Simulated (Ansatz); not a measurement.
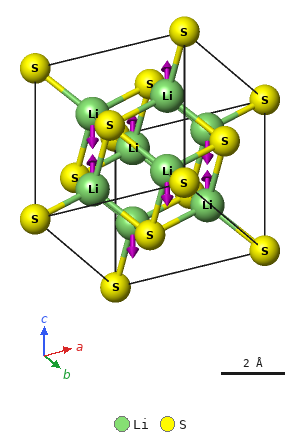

One vibrational mode of crystalline Li₂S relaxed at 7 GPa at the zone centre. The purple arrows are the displacements of the atoms (eigenvector over the root of the mass), of arbitrary overall length and sign. The picture is a ball-and-stick view of the conventional cell (4 times the calculation's cell), seen from a free direction. Lengths and directions refer to the drawn axes.

All numbers below come from Ansatz 0.2.0, DFT PBE, scalar-relativistic, plane waves, PAW. Settings: plane-wave cutoff 420 eV; k-point mesh 8 × 8 × 8; occupations fixed; target pressure 7 GPa; no spin polarisation.

Frequencies are those without the non-analytic (LO–TO) term.

### Describe the mode and give its frequency.

This is the T₂g mode (triply degenerate; one member of the set is drawn) at 439 cm⁻¹, the highest optical level, Raman-active by symmetry. The S atoms stay at rest; all motion is along c; atoms of one kind move against one another, with no net shift of their sublattice.
